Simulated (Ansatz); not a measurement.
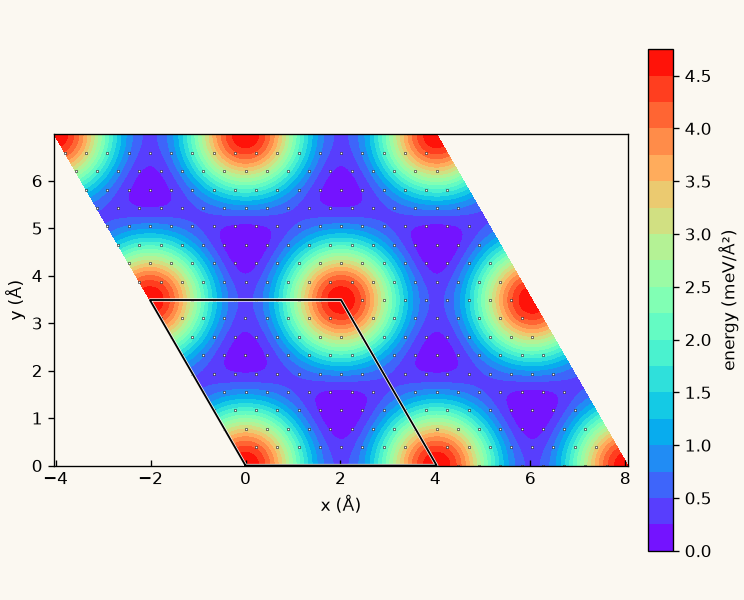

A bilayer of two InSe sheets, the upper one turned by 180 degrees about the normal (8 atoms in the cell). The upper layer of a bilayer is slid over the lower one; relaxed at each slide: nothing; the origin of the map has Se5 above Se4; the distance between the facing planes is held at 3.51 Å. Places are given modulo a cell vector. The map is drawn in real space over the plane of the slide. The scan uses a 9 × 9 grid; 19 points were computed and 62 follow by symmetry. Energies are in meV/Å², from the lowest grid point. At a held distance the lowest stacking need not be the one that binds best once the distance relaxes. These are results of DFT PBE+D3(BJ), scalar-relativistic, plane waves, PAW in Ansatz, not measurements. Settings: cutoff 420 eV, k-mesh 9×9×1, gaussian smearing 0.05 eV, no spin polarisation.

The picture shows filled contours, dots at the grid points, the outline of one cell of the 2 × 2 shown. Between grid points the surface is interpolated.

The lowest grid point is at (6/9, 3/9) of the cell vectors. A higher local minimum lies near (3/9, 6/9) of the cell vectors (0.08 meV/Å² above the lowest at that grid point). The highest grid point, (0/9, 0/9) of the cell vectors, lies 4.72 meV/Å² above the lowest. On the interpolated surface the easiest way out of the lowest well to the well at (3/9, 6/9) of the cell vectors passes a barrier of about 0.44 meV/Å². Facing atoms of the upper layer at the lowest point: Se above In of a deeper plane, the In behind them above Se; at the highest: Se above Se.

The scan is repeated with another setting: the distance between the facing planes is held at 3.41 Å; the new grid has 6 × 6 points.

> What will the new map look like?

The lowest place stays at (4/6, 2/6) of the cell vectors. The span from the lowest to the highest grid point grows from 4.72 to 6.39 meV/Å². The easiest pass out of the lowest well goes from about 0.44 to about 0.55 meV/Å² on the interpolated surfaces. Closer layers feel more of the short-range repulsion between facing atoms, which depends on the stacking. In the new map: facing atoms of the upper layer at the lowest point: Se above In of a deeper plane, the In behind them above Se; at the highest: Se above Se.

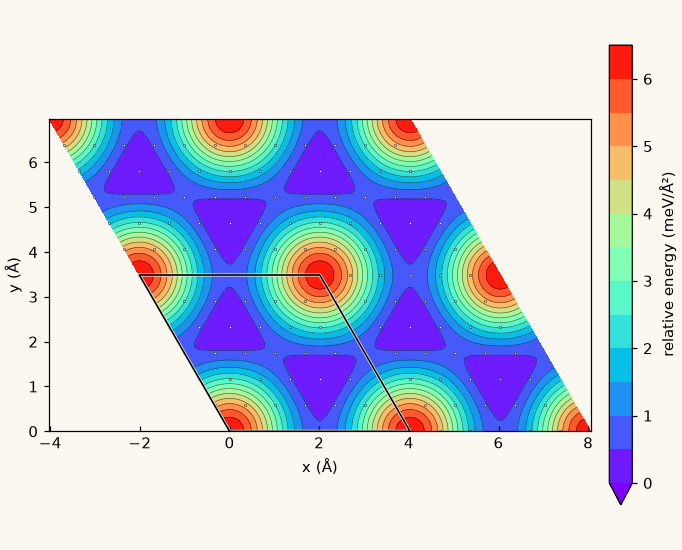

The map after the change, on a colour scale of its own. In the figure: filled contours, dots at the grid points, the outline of one cell of the 2 × 2 shown. Between grid points the surface is interpolated.

PAW datasets: the set soft_1.
